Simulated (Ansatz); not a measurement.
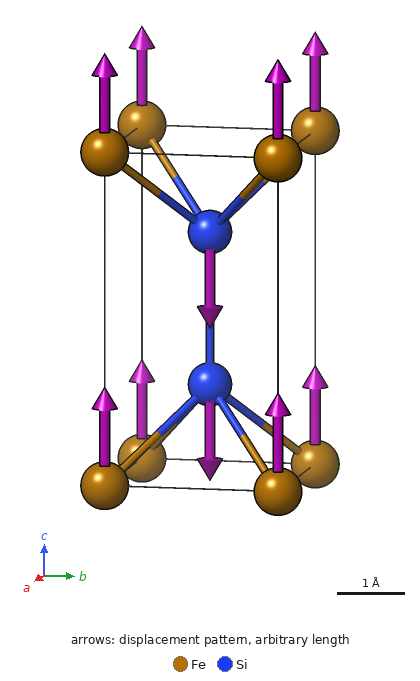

One vibrational mode of crystalline FeSi₂ at the zone centre. The purple arrows give the relative displacements of the atoms. A ball-and-stick model of the cell of the calculation, seen slightly off an axis.

These are results of DFT PBEsol, scalar-relativistic, plane waves, PAW (Ansatz 0.2.0), not measurements. (plane-wave cutoff 420 eV; k-point mesh 16 × 16 × 8; occupations fermi dirac; smearing width 0.15 eV; no spin polarisation)

The frequencies depend somewhat on the k-mesh and the smearing.

Question: Describe the mode and give its frequency.

Answer: This is the A₂u mode at 10.9 THz, optical level 3 of 4, counted from below, infrared-active by symmetry. The Fe sublattice moves against the Si sublattice, along c; the kinetic energy is shared as Fe 50 %, Si 50 %. The crystal is a metal, so free carriers screen the infrared response.

Limits of the set-up: an element that often carries a moment was run without spin polarisation.
